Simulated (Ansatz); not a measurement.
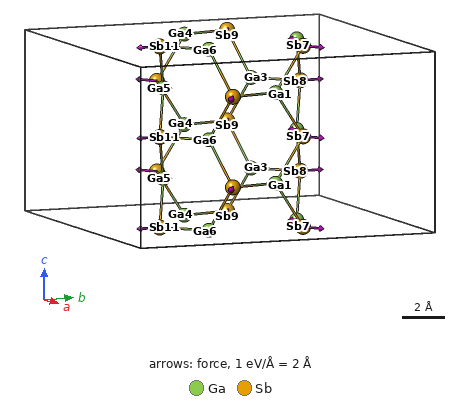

Starting geometry of a wire of composition GaSb with the computed forces as purple arrows. Style: ball-and-stick. Shown: the 2 repeat of the cell, with the vacuum cut short, slightly off an axis.

Case: (3,3) tube.

The calculation used DFT PBE, scalar-relativistic, plane waves, PAW (Ansatz 0.2.0).

Input file:
```yaml
crystal:
  lattice:
    - [16.0, 0.0, 0.0]
    - [0.0, 16.6, 0.0]
    - [0.0, 0.0, 4.3757281186]
  atoms:
    - { symbol: Ga, position: [0.692069625, 0.5673808447, 0.5] }
    - { symbol: Ga, position: [0.5354930321, 0.6940154099, 0.0] }
    - { symbol: Ga, position: [0.3434234071, 0.6266345652, 0.5] }
    - { symbol: Ga, position: [0.307930375, 0.4326191553, 0.0] }
    - { symbol: Ga, position: [0.4645069679, 0.3059845901, 0.5] }
    - { symbol: Ga, position: [0.6565765929, 0.3733654348, 0.0] }
    - { symbol: Sb, position: [0.6899338463, 0.6536129353, 0.0] }
    - { symbol: Sb, position: [0.4569454924, 0.735348671, 0.5] }
    - { symbol: Sb, position: [0.2670116461, 0.5817357357, 0.0] }
    - { symbol: Sb, position: [0.3100661537, 0.3463870647, 0.5] }
    - { symbol: Sb, position: [0.5430545076, 0.264651329, 0.0] }
    - { symbol: Sb, position: [0.7329883539, 0.4182642643, 0.5] }
basis:
  ecutwfc: 420
kpoints:
  mp_grid: { grid: [1, 1, 11] }
hamiltonian:
  xc: pbe
scf:
  occupations: { method: gaussian, width: 0.05 }
output:
  forces: true
  stress: true
  eigenvalues: true
  populations: true
  write_density: true
  write_potential: true
  elf: true
  volumetric_format: npy
relax:
  adjacent_minimum: "off"
  f_tol: 0.02
  max_steps: 45
  cell: { fix: [a, b, alpha, beta, gamma], stress_tol: 0.03 }
```

Command:
```bash
ansatz run input.yaml --threads 4 --pin off --max-ram 11264MiB --backend cpu --events-out ev --progress --plain --runs-dir out
```

Q: Is this structure relaxed? If not, where do the atoms go?

A: It isn't relaxed: the largest force vector, on Sb atoms, is 0.63 eV/Å. The final displacements follow the starting forces only in part (cosine between the two patterns 0.78). The largest moves relative to the layer's centre, 0.16 Å, are those of Sb7, Sb8, Sb9, Sb10, Sb11 and Sb12. By element the largest moves are Sb 0.16 Å, Ga 0.06 Å. Along the periodic axis the drawn cell goes c 8.751 → 8.579 Å (−2.0 %). Among the contacts that change: Ga1–Sb12 2.560 → 2.631 Å, Ga1–Sb7 2.615 → 2.644 Å. Bond angles that change, for instance: Ga6–Sb12–Ga6 113.6° → 108.4°, Sb7–Ga1–Sb7 113.6° → 108.4°. Over 3 accepted moves (4 points after the start) the energy falls by 0.273 eV per cell of the calculation. Largest force component: 0.63 eV/Å at the start, 0.013 eV/Å at the end. At 1 point the geometry stayed and the basis and grid were re-selected for the new cell (energy shift of 1.4 meV per cell of the calculation at most each time).
